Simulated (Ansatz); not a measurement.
LaScO3

The calculation's input:

```
crystal:
  lattice:
    - [5.764239815, 0.0, 0.0]
    - [0.0, 8.0388623338, 0.0]
    - [0.0, 0.0, 5.6391899118]
  atoms:
    - { symbol: La, position: [0.9541664684, 0.25, 0.0117667748] }
    - { symbol: La, position: [0.0458335316, 0.75, 0.9882332252] }
    - { symbol: La, position: [0.5458335316, 0.75, 0.5117667748] }
    - { symbol: La, position: [0.4541664684, 0.25, 0.4882332252] }
    - { symbol: Sc, position: [0.5, 0.0, 0.0] }
    - { symbol: Sc, position: [0.5, 0.5, 0.0] }
    - { symbol: Sc, position: [0.0, 0.0, 0.5] }
    - { symbol: Sc, position: [0.0, 0.5, 0.5] }
    - { symbol: O, position: [0.2960319079, 0.9466000552, 0.7041903449] }
    - { symbol: O, position: [0.7039680921, 0.4466000552, 0.2958096551] }
    - { symbol: O, position: [0.2039680921, 0.0533999448, 0.2041903449] }
    - { symbol: O, position: [0.7960319079, 0.5533999448, 0.7958096551] }
    - { symbol: O, position: [0.7039680921, 0.0533999448, 0.2958096551] }
    - { symbol: O, position: [0.2960319079, 0.5533999448, 0.7041903449] }
    - { symbol: O, position: [0.7960319079, 0.9466000552, 0.7958096551] }
    - { symbol: O, position: [0.2039680921, 0.4466000552, 0.2041903449] }
    - { symbol: O, position: [0.5337032909, 0.25, 0.8999500313] }
    - { symbol: O, position: [0.4662967091, 0.75, 0.1000499687] }
    - { symbol: O, position: [0.9662967091, 0.75, 0.3999500313] }
    - { symbol: O, position: [0.0337032909, 0.25, 0.6000499687] }
basis:
  ecutwfc: 420
kpoints:
  mp_grid: { grid: [4, 4, 4] }
hamiltonian:
  xc: pbesol
scf:
  occupations: { method: fixed }
output:
  forces: true
  stress: true
  eigenvalues: true
  write_density: true
  write_potential: true
  elf: true
  volumetric_format: npy
relax:
  adjacent_minimum: "off"
  f_tol: 0.001
  max_steps: 60
  cell: { stress_tol: 0.01 }
```

Command:

```sh
ansatz run input.yaml --threads 8 --pin off --max-ram 22528MiB --backend cpu --events-out ev --progress --plain --runs-dir out
```

Below, planes, directions and counts refer to the conventional cell (a = 5.76 Å, b = 8.04 Å, c = 5.64 Å, α = 90.00°, β = 90.00°, γ = 90.00°).

Space group Pnma.

Theory: Ansatz 0.2.0, DFT PBEsol, scalar-relativistic, plane waves, PAW.

Core electrons are frozen (PAW), and the valence fields are smoothed inside the atomic spheres.

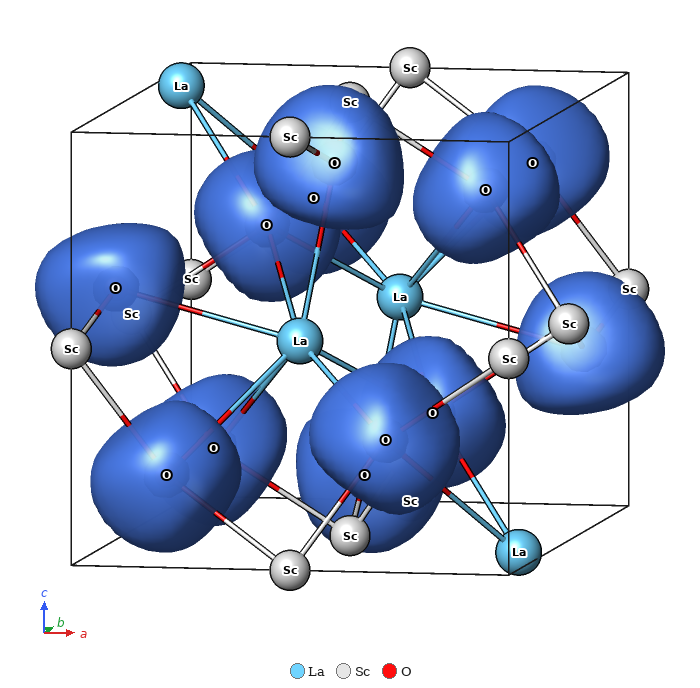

Figure 1. Isosurface of the electron localisation function at 0.6 (blue), seen slightly off an axis. Core shells and regions of very low density are left out. Sticks mark near contacts.

### Where are the electrons localised?

At this value the surface marks out twelve regions wrapped around O (the valence shell of each), counted in one cell of 20 atoms. Regions shared between cells count once. Profiles from the grid: Sc–O (2.09 Å): the ELF peaks at about 0.85 in the valence shell of O, 0.6 Å from its nucleus, and drops to about 0.15 between the two atoms (no localised pair shows between them). La–O (2.37 Å): the ELF is about 0.25 at the midpoint (an ionic contact with no shared pair).

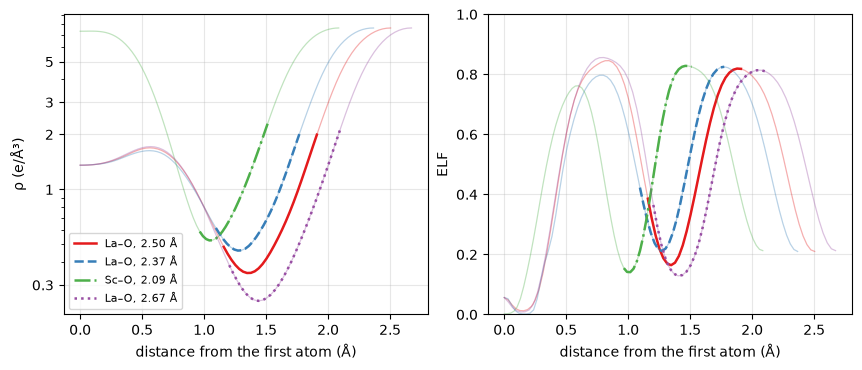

Figure 2. Valence pseudo-density and electron localisation function along straight lines between neighbouring atoms. Thin, pale parts lie inside the atomic spheres.

### Compare the contacts.

La–O (2.50 Å): ρ at the midpoint is about 0.39 e/Å³; the ELF is about 0.20 at the midpoint: an ionic contact with no shared pair.
La–O (2.37 Å): ρ is about 0.51 e/Å³ halfway; the ELF is about 0.25 at the midpoint; a largely ionic contact.
Sc–O (2.09 Å): the density is about 0.53 e/Å³ at the midpoint; the ELF peaks at about 0.85 in the valence shell of O, 0.6 Å from its nucleus, and drops to about 0.15 between the two atoms (no shared electron pair shows on this line).
La–O (2.67 Å): ρ at the midpoint is about 0.27 e/Å³; the ELF is about 0.15 at the midpoint; an ionic contact with no shared pair.

### Does the calculation make it a metal, or give it a gap?

It is gapped, with a Kohn–Sham gap of 3.9 eV on the k-point mesh, an upper bound to the gap of this method.
